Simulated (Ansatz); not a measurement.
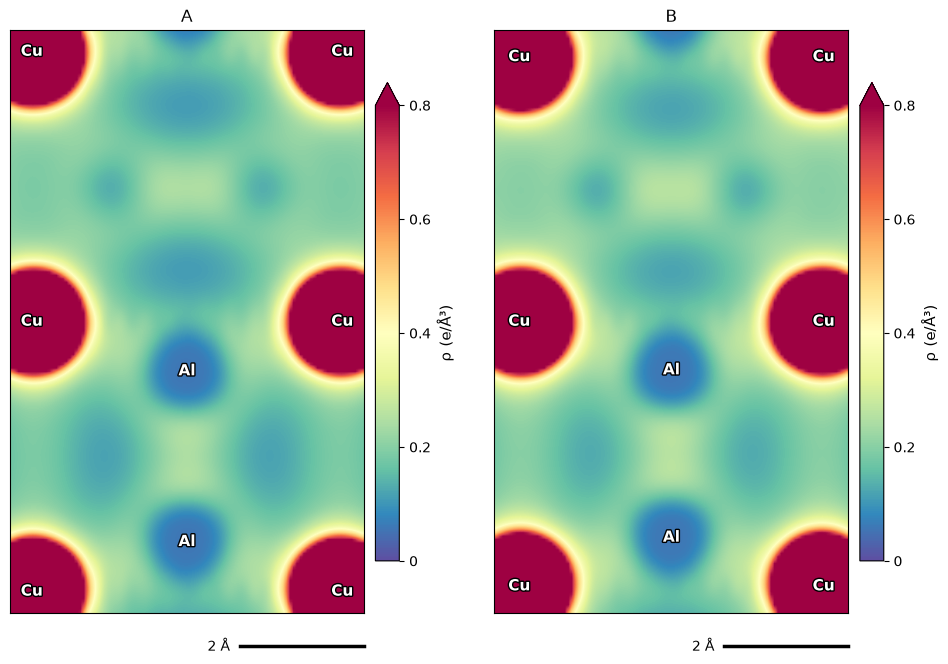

Al₂Cu. The valence electron density of two cells that differ in size, on the (110) plane of each (indices in the axes of the calculation cell), at one length scale and on one colour scale: A has 15.6 Å³ an atom and B 14.7.

Space group I4/mcm.

Level of theory: Kohn-Sham DFT of a periodic cell, r2SCAN, Ansatz PAW in Ansatz 0.2.0.

In a PAW calculation such maps are meaningful between the atoms, not at the nuclei.

The larger cell:

```xyz
6
Lattice="-3.0734 3.0734 2.4706 3.0734 -3.0734 2.4706 3.0734 3.0734 -2.4706" Properties=species:S:1:pos:R:3 pbc="T T T"
Cu    0.0000    0.0000    1.2353
Cu    0.0000    0.0000    3.7059
Al    0.9718    2.1016    0.0000
Al   -0.9718    2.1016    2.4706
Al    2.1016    0.9718    2.4706
Al    4.0452    0.9718    0.0000
```

The smaller cell: a = 4.902 Å, b = 4.902 Å, c = 4.902 Å, α = 104.13°, β = 104.13°, γ = 120.77°.

Question: What does the compression do to the bonding and the properties?

Answer: From the larger cell to the smaller, Al–Al goes from 2.75 to 2.69 Å; Al–Cu goes from 2.62 to 2.57 Å, and the density at its midpoint from 0.25 to 0.28 e/Å³; the pressure goes from −7 to −1.9 GPa.
